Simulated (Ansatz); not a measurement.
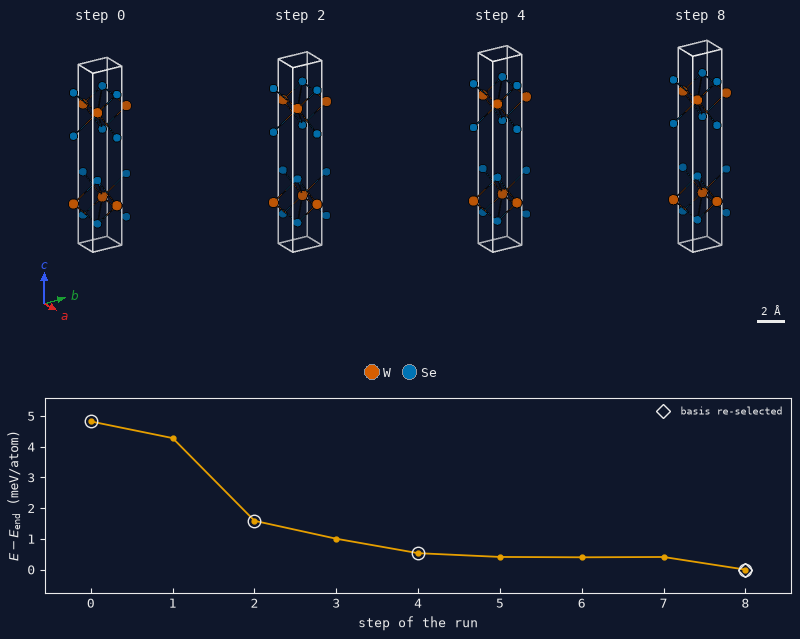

Frames of a relaxation of solid WSe₂ (set up in P6_3/mmc), marked on the history of the run. A ball-and-stick model of the cell of the calculation, seen slightly off an axis.

Level of theory: Ansatz, DFT PBE, scalar-relativistic, plane waves, PAW.

The input:
```yaml
crystal:
  lattice:
    - [3.3199329218, 0.0, 0.0]
    - [-1.6599664609, 2.8751462491, 0.0]
    - [0.0, 0.0, 13.7371873]
  atoms:
    - { symbol: W, position: [0.66666667, 0.33333333, 0.75] }
    - { symbol: W, position: [0.33333333, 0.66666667, 0.25] }
    - { symbol: Se, position: [0.33333333, 0.66666667, 0.87100079] }
    - { symbol: Se, position: [0.66666667, 0.33333333, 0.37100079] }
    - { symbol: Se, position: [0.33333333, 0.66666667, 0.62899921] }
    - { symbol: Se, position: [0.66666667, 0.33333333, 0.12899921] }
basis:
  ecutwfc: 420
kpoints:
  mp_grid: { grid: [12, 12, 2] }
hamiltonian:
  xc: pbe
scf:
  occupations: { method: gaussian, width: 0.02 }
output:
  forces: true
  stress: true
  eigenvalues: true
  write_density: true
  write_potential: true
  elf: true
  volumetric_format: npy
relax:
  adjacent_minimum: "off"
  f_tol: 0.005
  max_steps: 80
  cell: { stress_tol: 0.05 }
```

Command:
```bash
ansatz run input.yaml --threads 1 --pin off --max-ram 2560MiB --backend cpu --events-out ev --progress --plain --runs-dir out
```

> Describe the path.

The energy falls by 4.8 meV per atom in 7 accepted moves (8 points after the start). The largest force component goes from 0.26 to 0.0012 eV/Å. The pressure goes from 1.61 to 0.01 GPa. At 1 point the geometry stayed and the basis and grid were re-selected for the new cell (energy shift of 0.4 meV per atom at most each time). The largest moves relative to the cell, 0.14 Å, are those of Se3, Se4, Se5 and Se6. Se6 goes along +c. W stays in place. The volume changes by +9.6 %, with a = b 3.320 → 3.321 Å (0.0 %), c 13.737 → 15.044 Å (+9.5 %). Near-neighbour distances that change, for instance: W1–Se3 2.537 → 2.548 Å. The space group stays P6_3/mmc (No. 194). The run took 77 s on 1 thread of Intel(R) Xeon(R) 6975P-C (Granite Rapids), with other jobs on the host, peak memory 0.6 GiB. From step 0 to 2: Se atoms move most (0.04 Å), volume +3.7 %, energy −3.2 meV per atom. From step 2 to 4: Se atoms move most (0.05 Å), volume +2.9 %, energy −1.1 meV per atom. From step 4 to 8: Se atoms move most (0.05 Å), volume +2.7 %, energy −0.5 meV per atom.
